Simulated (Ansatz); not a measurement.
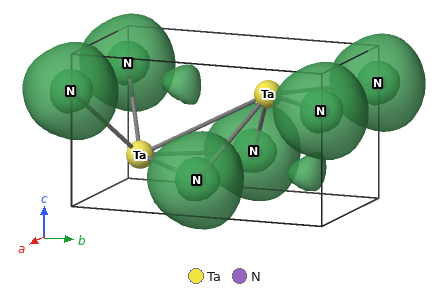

Figure. TaN. Isosurface of the electron localisation function at 0.65 (green), seen at an oblique angle. Core shells and regions of very low density are left out. Sticks mark near contacts.

Space group P2₁; not relaxed (largest force 2.0 eV/Å).

Method: DFT PBE, scalar-relativistic, plane waves, PAW (Ansatz).

In a PAW calculation such maps are meaningful between the atoms, not at the nuclei.

> What do the ELF domains correspond to?

The surface consists of two regions wrapped around N (the valence shell of each) and two pockets between the atoms, centred on no nucleus (multi-centre or interstitial), counted in one cell of 4 atoms. Regions shared between cells count once. Along the contacts the grid gives the following. Ta–N (2.18 Å): the ELF peaks at about 0.85 in the valence shell of N, 0.7 Å from its nucleus, and is about 0.20 at the midpoint: no shared electron pair shows on this line. Ta–Ta (2.89 Å): the ELF is about 0.35 at the midpoint.
